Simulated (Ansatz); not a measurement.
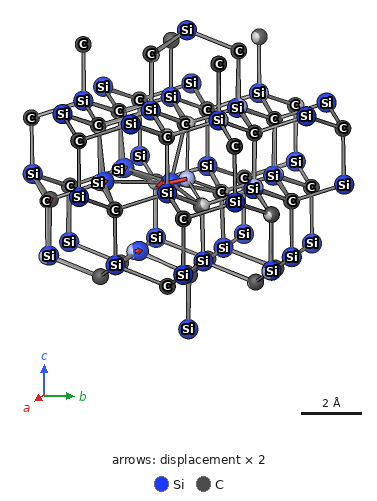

This is a relaxation of a defect cell of composition Si₁₂₈C₁₂₇ (cell charge −2). The starting structure is drawn faded, the final one solid; red arrows show the displacements, magnified 2 times.

Style: ball-and-stick. Shown: the atoms within 5.8 Å of the atom that moves most (axes of the cell of the calculation (origin shifted)), slightly off an axis.

Computed with DFT, PBEsol, PAW, plane waves in Ansatz 0.2.0. (plane-wave cutoff 420 eV; k-point mesh 1 × 1 × 1; mesh shifted by (0.25, 0.25, 0.25); no spin polarisation; atoms relaxed in a fixed cell; force threshold 0.03 eV/Å; at most 80 steps)

Question: What happened in the run?

Answer: The energy falls by 5.328 eV per cell of the calculation in 12 accepted moves (14 points after the start). The largest force component goes from 2.1 to 0.019 eV/Å. The line search rejected the trial steps at points 7, 11 of the run. The atom that moves furthest is a Si atom (0.57 Å roughly along −b). Largest moves by element: Si 0.57 Å, C 0.14 Å. The cell doesn't change. Near-neighbour distances that change, for instance: Si–Si 3.044 → 2.469 Å, Si–Si 3.055 → 2.485 Å, Si–Si 3.077 → 2.586 Å, Si–Si 3.068 → 3.507 Å. New bonds form: Si–Si (3.04 → 2.47 Å), Si–Si (3.05 → 2.49 Å). Bond angles that change, for instance: C–Si–C 109.2° → 91.4°, C–Si–C 109.8° → 94.8°, Si–C–Si 108.8° → 122.5°. The run took 62 s on 1 × NVIDIA GB300 Max-Q with 32 threads of Arm Neoverse-V2, peak memory 3.1 GiB.

Limits of the set-up: the cell is charged, on a uniform background, and energies carry no finite-size correction.
